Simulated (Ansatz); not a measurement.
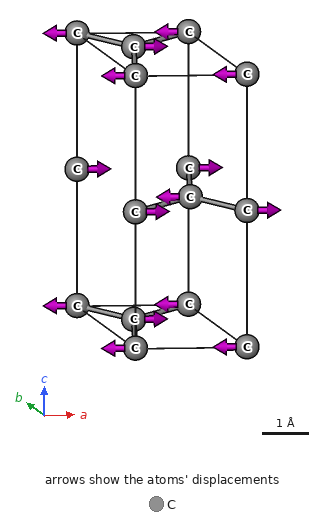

One vibrational mode of solid C at the zone centre. The purple arrows are the displacements of the atoms (eigenvector over the root of the mass), of arbitrary overall length and sign. A ball-and-stick model of the cell of the calculation, seen from a free direction.

Level of theory: DFT PBE+D3(BJ), scalar-relativistic, plane waves, PAW (Ansatz 0.2.0).

Input
```yaml
crystal:
  lattice:
    - [2.4649796689, 0.0, 0.0]
    - [-1.2324898345, 2.1347350131, 0.0]
    - [0.0, 0.0, 6.7384331569]
  atoms:
    - { symbol: C, position: [0.0, 0.0, 0.0025] }
    - { symbol: C, position: [0.0, 0.0, 0.5025] }
    - { symbol: C, position: [0.3333333333, 0.6666666667, 0.0025] }
    - { symbol: C, position: [0.6666666667, 0.3333333333, 0.5025] }
basis:
  ecutwfc: 420
kpoints:
  mp_grid: { grid: [18, 18, 6] }
hamiltonian:
  xc: pbe
  dispersion: d3bj
scf:
  occupations: { method: fermi_dirac, width: 0.15 }
output:
  eigenvalues: true
phonons:
  method: dfpt
  eigenvectors: true
```

Command:
```bash
ansatz run input.yaml --threads 1 --pin off --max-ram 3072MiB --backend cpu --events-out ev --progress --plain --runs-dir out
```

The frequencies depend somewhat on the k-mesh and the smearing.

Give the symmetry, activity and frequency of this mode.

This is the E₂g mode (doubly degenerate; one member of the set is drawn) at 1559 cm⁻¹, optical level 5 of 6, counted from below, Raman-active by symmetry. All motion is along a; atoms of one kind move against one another, with no net shift of any sublattice; it stretches the shortest C–C bonds (1.42 Å).
